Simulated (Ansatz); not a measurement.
A series of calculations on Si127S

### Relaxation

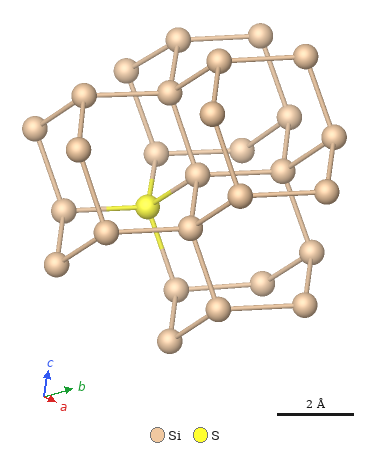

This is the input geometry for a relaxation of a defect cell of composition Si127S (cell charge +3). Style: ball-and-stick. Shown: the atoms within 5.0 Å of the atom that moves most (axes of the cell of the calculation), slightly off an axis.

The calculation used DFT, PBEsol, PAW, plane waves (Ansatz 0.2.0).

Set-up: plane-wave cutoff 420 eV; k-point mesh 1 × 1 × 1; mesh shifted by (0.25, 0.25, 0.25); collinear spin; atoms relaxed in a fixed cell; force threshold 0.03 eV/Å; at most 80 steps.

```
Si S
1.0
     0.00000   10.86558   10.86558
    10.86558    0.00000   10.86558
    10.86558   10.86558    0.00000
Si S
127 1
Direct
  0.00154 0.00007 0.00084
  0.49971 0.99996 0.99882
  0.00210 0.49837 0.99718
  0.00023 0.99850 0.50181
  0.24773 0.25430 0.24723
  0.49937 0.49956 0.00086
  0.49838 0.99918 0.50272
  0.75189 0.24923 0.24794
  0.99930 0.50024 0.50268
  0.25246 0.74784 0.24975
  0.25134 0.24915 0.74976
  0.75043 0.75040 0.25000
  0.74956 0.25122 0.75041
  0.25376 0.74603 0.75124
  0.75048 0.75034 0.75034
  0.06485 0.05902 0.06395
  0.56355 0.05897 0.06315
  0.06229 0.56116 0.06144
  0.06300 0.05855 0.56274
  0.31288 0.31469 0.31208
  0.56304 0.56240 0.06089
  0.56386 0.06213 0.56149
  0.81181 0.31122 0.31263
  0.06271 0.56169 0.56289
  0.31398 0.81159 0.31160
  0.31330 0.31156 0.81209
  0.56461 0.56067 0.56201
  0.81189 0.81284 0.31274
  0.81311 0.31407 0.81137
  0.31331 0.81367 0.81141
  0.81506 0.81194 0.81425
  0.00253 0.00132 0.24763
  0.25080 0.25059 0.99972
  0.50170 0.00076 0.25128
  0.74755 0.24623 0.00376
  0.00249 0.49953 0.24880
  0.25102 0.75130 0.99787
  0.99950 0.99935 0.75085
  0.25110 0.25258 0.49796
  0.50006 0.50160 0.24947
  0.74952 0.74943 0.99963
  0.49890 0.00012 0.75083
  0.75085 0.24997 0.49832
  0.00021 0.49934 0.74857
  0.25105 0.75295 0.49624
  0.49919 0.49983 0.74996
  0.75092 0.75159 0.49903
  0.06285 0.06440 0.31399
  0.31440 0.31445 0.06027
  0.56251 0.06069 0.31375
  0.81332 0.31287 0.06405
  0.06235 0.56329 0.31069
  0.31253 0.81063 0.06130
  0.06152 0.06407 0.81207
  0.31147 0.31173 0.56394
  0.56427 0.56149 0.30850
  0.81452 0.81034 0.06179
  0.55958 0.06249 0.81402
  0.81324 0.31281 0.56060
  0.06682 0.56363 0.81057
  0.31495 0.81021 0.56315
  0.56203 0.56221 0.81147
  0.81271 0.81404 0.56235
  0.00145 0.25023 0.99746
  0.24929 0.99845 0.24831
  0.49811 0.25258 0.99972
  0.75050 0.99999 0.24904
  0.99986 0.74936 0.00198
  0.00263 0.24854 0.50076
  0.25335 0.49981 0.24646
  0.50167 0.75057 0.00032
  0.24714 0.00078 0.75110
  0.50074 0.25055 0.50060
  0.74996 0.49981 0.25009
  0.74956 0.99833 0.75103
  0.00027 0.75048 0.49932
  0.25051 0.49780 0.75254
  0.50085 0.74928 0.49833
  0.75250 0.49905 0.75059
  0.06369 0.31318 0.06112
  0.31423 0.06237 0.31153
  0.56265 0.31230 0.06153
  0.81160 0.06578 0.31071
  0.06413 0.81266 0.06012
  0.06519 0.31190 0.56268
  0.31223 0.56351 0.31208
  0.56034 0.81246 0.06497
  0.31187 0.06437 0.81460
  0.56465 0.31223 0.56184
  0.81446 0.55970 0.31311
  0.81287 0.06246 0.81318
  0.06208 0.81343 0.56117
  0.31334 0.56512 0.81072
  0.56161 0.81505 0.56387
  0.81174 0.56216 0.81351
  0.25127 0.99845 0.00021
  0.75037 0.99613 0.00495
  0.99843 0.25365 0.25006
  0.25140 0.49793 0.00093
  0.25121 0.99958 0.49920
  0.49603 0.25016 0.25171
  0.75232 0.50096 0.99872
  0.74831 0.99927 0.50043
  0.99984 0.74954 0.25239
  0.00150 0.25067 0.74927
  0.25178 0.49912 0.49935
  0.49970 0.75114 0.24999
  0.49820 0.24972 0.75035
  0.75005 0.49879 0.49893
  0.99970 0.75126 0.74889
  0.49706 0.75325 0.74888
  0.31061 0.06384 0.06411
  0.81224 0.06334 0.05857
  0.06246 0.31534 0.31035
  0.31412 0.56373 0.05969
  0.31241 0.06272 0.56313
  0.56470 0.31082 0.31356
  0.81333 0.56515 0.05928
  0.81292 0.06172 0.56383
  0.06286 0.81158 0.31200
  0.06519 0.31042 0.81347
  0.31205 0.56453 0.55982
  0.56253 0.81335 0.31083
  0.56012 0.31129 0.81501
  0.81331 0.56126 0.56192
  0.05964 0.81777 0.81184
  0.56262 0.81250 0.81000
  0.49966 0.49827 0.49938
```

### What does the optimiser find from here?

The largest move is that of Si27, 0.089 Å along [0 2 1]. By element the largest moves are Si 0.089 Å, S 0.058 Å. The cell doesn't change. Some distances before and after: Si89–S128 2.335 → 2.431 Å, Si14–Si93 2.270 → 2.347 Å, Si122–S128 2.354 → 2.430 Å, Si77–Si122 2.418 → 2.357 Å. Bond angles that change, for instance: Si89–S128–Si122 111.6° → 108.8°, Si27–Si46–Si62 108.9° → 106.1°, Si46–Si27–Si78 109.1° → 111.7°. After 6 geometry steps the energy has fallen by 1.146 eV per cell of the calculation. Largest force component: 1.1 eV/Å at the start, 0.0053 eV/Å at the end. The program noted that the starting moments weren't kept. The run took 28 s on 1 × NVIDIA GB300 Max-Q with 8 threads of Arm Neoverse-V2, peak memory 2.5 GiB.

The end point in the same view:

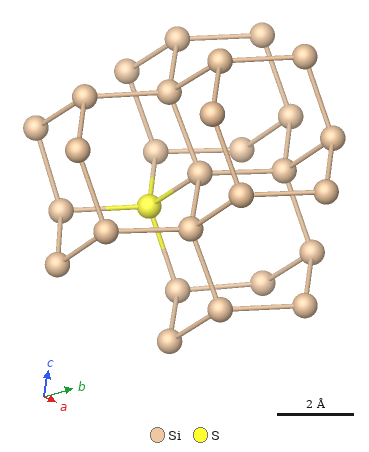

Limits of the set-up: the cell is charged, on a uniform background, and energies carry no finite-size correction.

### Relaxation

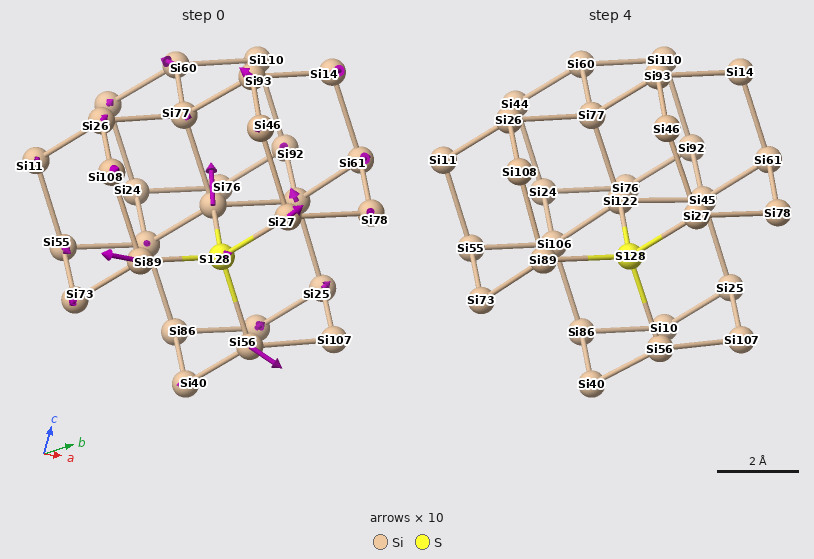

The structure of a defect cell of composition Si127S (cell charge −1) before (left) and after (right) a relaxation, at one scale. The purple arrows give the displacements, 10 times their true length.

A ball-and-stick model of the atoms within 5.0 Å of the atom that moves most (axes of the cell of the calculation), seen from a free direction.

Computed with Ansatz 0.2.0, DFT, PBEsol, PAW, plane waves. (plane-wave cutoff 420 eV; k-point mesh 1 × 1 × 1; mesh shifted by (0.25, 0.25, 0.25); collinear spin; atoms relaxed in a fixed cell; force threshold 0.03 eV/Å; at most 80 steps)

### Summarise the run.

Over 4 geometry steps the energy falls by 1.154 eV per cell of the calculation. The largest force component goes from 1.1 to 0.0085 eV/Å. Si122 moves most: 0.12 Å roughly along [−3 1 2]. Largest moves by element: Si 0.12 Å, S 0.03 Å. The cell stays as it was. Near-neighbour distances that change, for instance: Si89–S128 2.335 → 2.468 Å, Si122–S128 2.354 → 2.467 Å, Si77–Si122 2.418 → 2.321 Å, Si14–Si93 2.270 → 2.350 Å. Bond angles that change, for instance: Si45–Si122–S128 110.1° → 107.2°, Si106–Si122–S128 108.3° → 105.6°, Si77–Si122–Si106 109.0° → 111.7°. The program noted that the starting moments weren't kept.

Limits of the set-up: the cell is charged, on a uniform background, and energies carry no finite-size correction.

### Defect

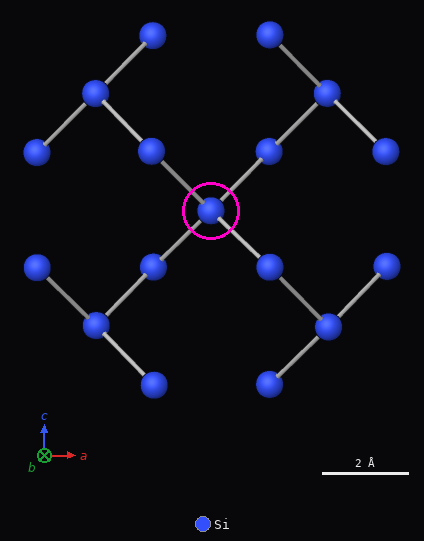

Perfect Si. A ball-and-stick model of the atoms within 5.4 Å of one point, in a slice 3.4 Å thick across the line of sight, seen along the b axis.

Computed with DFT, PBEsol, PAW, plane waves (Ansatz 0.2.0). (plane-wave cutoff 420 eV; k-point mesh 1 × 1 × 1; mesh shifted by (0.25, 0.25, 0.25); collinear spin) Fermi-Dirac smearing of 0.01 eV. A uniform background neutralises the charged cell. The axes drawn are those of the host's conventional cell.

A silicon atom is replaced by sulfur at the ringed place, in charge state +1. The supercell has 128 sites, and the atoms are relaxed at the host's cell.

> Predict the relaxed surroundings of the defect.

In the host the Si atom has 4 Si at 2.33 to 2.39 Å; the S atom ends with 4 Si at 2.40 to 2.48 Å. Of the host's atoms, a silicon atom moves furthest from its site, by 0.09 Å. The cell's net moment is 1.00 μB. Relaxing the atoms from the host's sites lowers the energy by 1.15 eV.

The relaxed defect, seen from the same direction:

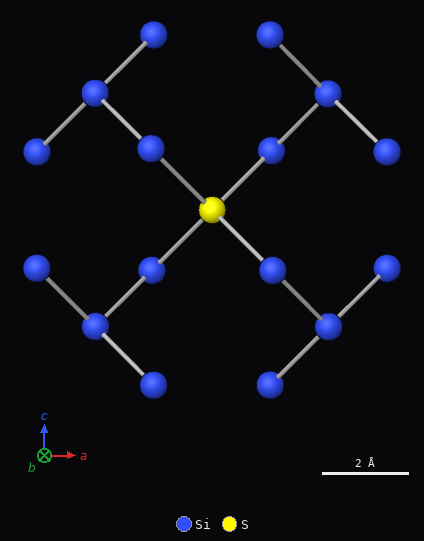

Limits of the set-up: the cell is charged, on a uniform background, and energies carry no finite-size correction.

### Defect

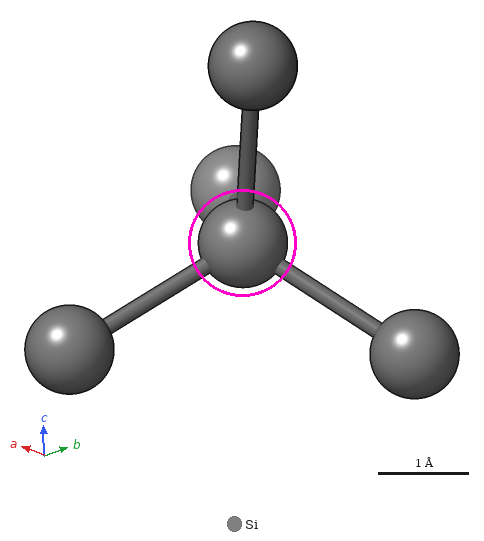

Perfect Si. A ball-and-stick model of the atoms within 3.3 Å of one point, seen from a free direction.

Method: DFT, PBEsol, PAW, plane waves (Ansatz 0.2.0). Settings: plane-wave cutoff 420 eV; k-point mesh 1 × 1 × 1; mesh shifted by (0.25, 0.25, 0.25); collinear spin. Fermi-Dirac smearing of 0.01 eV. A uniform background neutralises the charged cell. The axes drawn are those of the host's conventional cell.

A silicon atom is replaced by sulfur at the ringed place, in charge state +3. The supercell has 128 sites, and the atoms are relaxed at the host's cell.

### Predict the relaxed surroundings of the defect.

In the host the Si atom has 4 Si at 2.33 to 2.39 Å; the S atom ends with 4 Si at 2.41 to 2.43 Å. Of the host's atoms, a silicon atom moves furthest from its site, by 0.09 Å. The S atom itself moves 0.06 Å from where it was put. The cell ends without a net magnetic moment. Relaxing the atoms from the host's sites lowers the energy by 1.15 eV.

The relaxed defect, seen from the same direction:

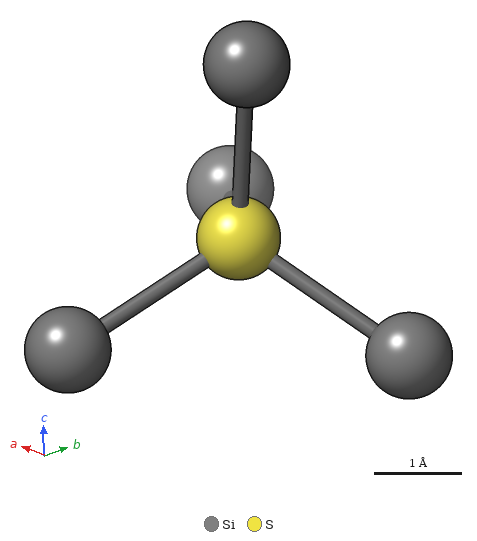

Limits of the set-up: the cell is charged, on a uniform background, and energies carry no finite-size correction.
